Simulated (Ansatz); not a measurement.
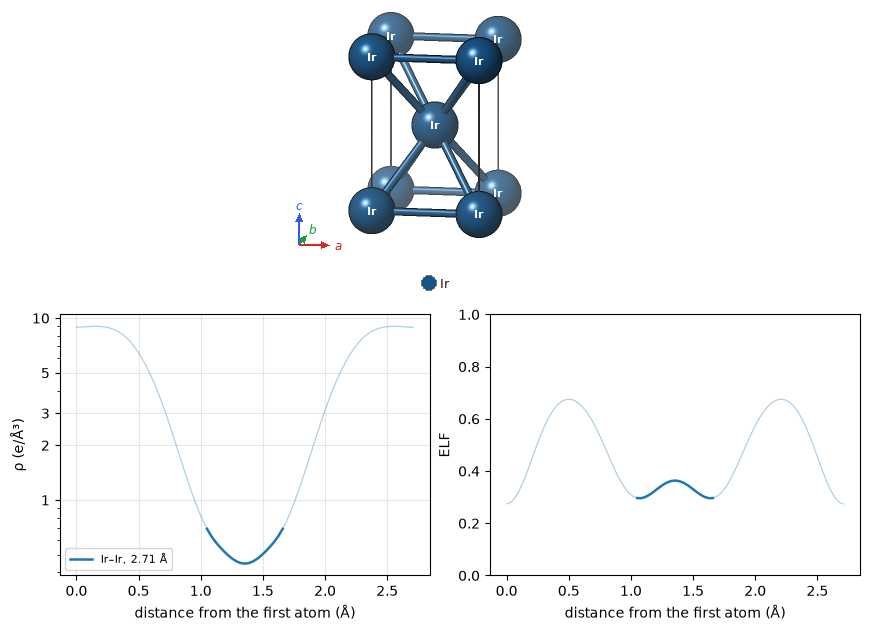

*Ir. Valence charge density (pseudo) and ELF along straight lines between neighbouring atoms. Thin, pale parts lie inside the atomic spheres. The structure is drawn too.*

Space group I4/mmm; computed pressure about 4 GPa in this cell.

Computed with Ansatz 0.2.0, Kohn-Sham DFT of a periodic cell, PBE, Ansatz PAW.

Core electrons are frozen (PAW), and the valence fields are smoothed inside the atomic spheres.

### What can be read from the curves?

Ir–Ir (2.71 Å): ρ at the midpoint is about 0.45 e/Å³; the ELF is about 0.35 at the midpoint.
